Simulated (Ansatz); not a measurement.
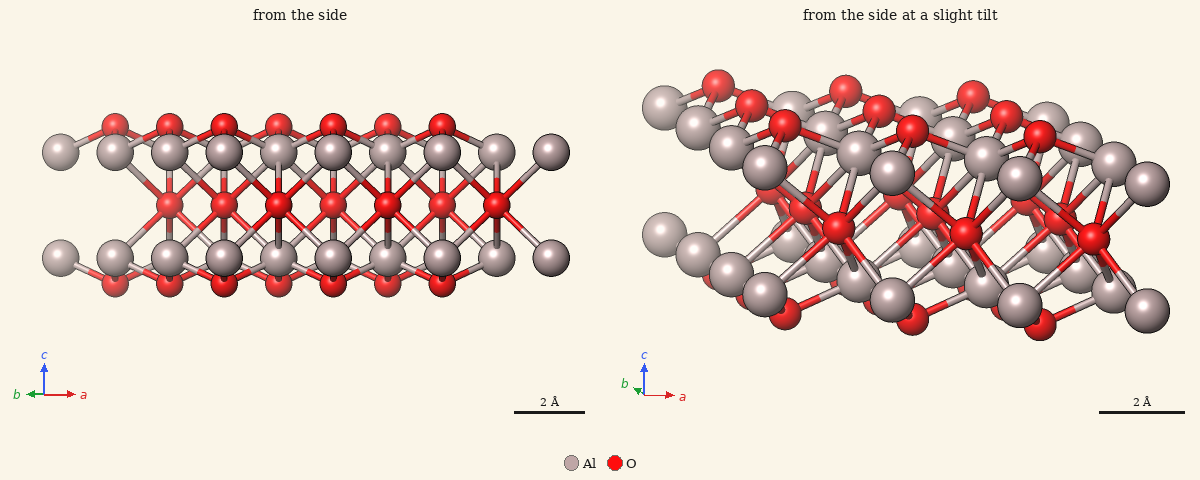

A ball-and-stick picture of a periodic slab, seen from the side and from the side at a slight tilt. The surface normal points up in side views; the vacuum is left out. 3×3 cells are drawn in the plane, with atoms at the edges repeated.

The cell holds 2 Al, 3 O.

**What is exposed at the top and at the bottom?**

The top face ends in O, the bottom face in O. The two faces are alike.

**How far apart are the outermost atoms along the normal?**

About 4.5 Å from the lowest to the highest atom.

**What layers make up the slab, from top to bottom?**

Five planes: O / Al / O / Al / O.

**What bonds hold it together?**

The coordination shell of Al holds six O in a distorted octahedral arrangement at about 1.9 to 2.3 Å. O takes two kinds of site: 2h with three Al in a trigonal pyramidal arrangement at about 1.9 Å; 1f with six Al in a trigonal prismatic arrangement at about 2.3 Å. The bonds build Al2O3 layers parallel to the surface.

Provenance: a structure listed in the Materials Project. The cell was then strained or its atoms displaced on purpose. A calculation with Ansatz used it as input.

At this level of theory the run's own cell isn't at rest (stretched, at -24 GPa and forces up to 2.3 eV/Å), so its distances can differ from those at equilibrium, the more so the softer the solid.
